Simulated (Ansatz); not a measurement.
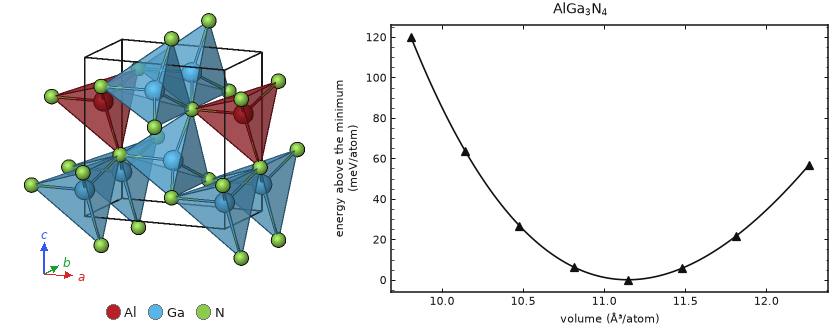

The picture above shows the energy above the minimum against volume for AlGa₃N₄, space group Pm (No. 6). The conventional cell is drawn beside the plot.

Structure:
```cif
data_structure
_symmetry_space_group_name_H-M 'P 1'
_symmetry_Int_Tables_number 1
_cell_length_a 5.1424
_cell_length_b 3.1650
_cell_length_c 5.4785
_cell_angle_alpha 90.000
_cell_angle_beta 90.036
_cell_angle_gamma 90.000
_cell_volume 89.17
loop_
_atom_site_label
_atom_site_type_symbol
_atom_site_fract_x
_atom_site_fract_y
_atom_site_fract_z
_atom_site_occupancy
Al1 Al 0.00060 0.50000 0.66736 1
Ga1 Ga 0.49912 0.50000 0.33492 1
Ga2 Ga 0.49903 0.00000 0.83156 1
Ga3 Ga 0.99986 0.00000 0.16618 1
N1 N 0.11967 0.50000 0.34010 1
N2 N 0.11765 0.00000 0.82638 1
N3 N 0.62044 0.00000 0.16622 1
N4 N 0.63123 0.50000 0.66730 1
```

Computed with Ansatz 0.2.0: third-order Birch-Murnaghan fit to density functional energies at scaled volumes of the given relaxed cell, shape and atoms relaxed at each volume; energies count from the fitted minimum; plane waves with PAW datasets, Γ-centred k mesh. Level: PBEsol, no spin polarisation.

| setting | value |
| --- | --- |
| wave cutoff | 420 eV |
| k mesh | 6×8×6 |
| occupations | Gaussian |
| smearing width | 0.02 eV |

From this curve and the settings, what does the calculation give for the pressure and gap on the k mesh at the same points?

The pressure falls from 32.12 GPa at volume 9.808 Å³/atom to −14.92 GPa at 12.260 Å³/atom, and changes sign near 11.15 Å³/atom. The gap on the k mesh stays open and runs from 3.241 eV at volume 9.808 Å³/atom to 1.713 eV at 12.260 Å³/atom.

| volume (Å³/atom) | pressure (GPa) | gap on the k mesh (eV) |
| --- | --- | --- |
| 9.808 | 32.12 | 3.241 |
| 10.143 | 22.09 | 3.009 |
| 10.477 | 13.54 | 2.786 |
| 10.811 | 6.23 | 2.569 |
| 11.146 | −0.01 | 2.359 |
| 11.480 | −5.34 | 2.156 |
| 11.814 | −9.88 | 1.962 |
| 12.260 | −14.92 | 1.713 |
